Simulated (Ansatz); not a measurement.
System: K.

```
K
1.0
    10.01196    0.00000    0.00000
     0.00000   10.01196    0.00000
     0.00000    0.00000    4.29557
K
1
Direct
  0.00000 0.00000 0.00000
```

Space group P4/mmm; a structure from a database of computed crystals, not necessarily the ambient phase.

The calculation used Ansatz, Kohn-Sham DFT of a periodic cell, PBE, Ansatz PAW.

**What can the converged valence pseudo-density and electron localisation function tell about the bonding?**

K–K (4.30 Å): the density is about 0.03 e/Å³ at the midpoint; the ELF reaches about 0.55 near the midpoint: no shared electron pair shows on this line.

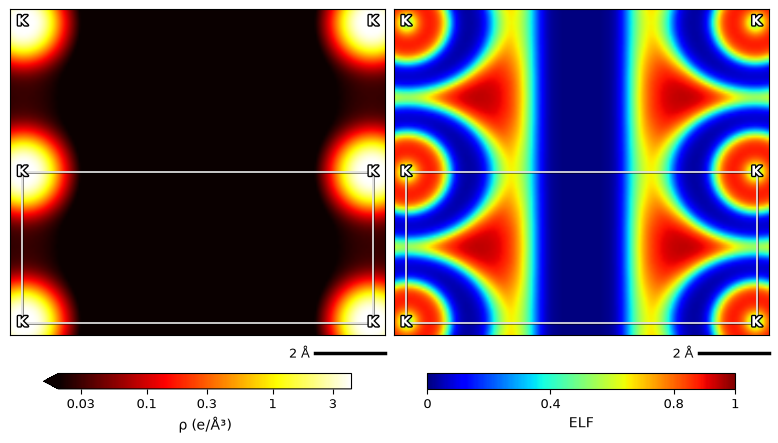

Computed valence pseudo-density and electron localisation function on the (100) plane of the conventional cell, in this order. 

Core electrons are frozen (PAW), and the valence fields are smoothed inside the atomic spheres.
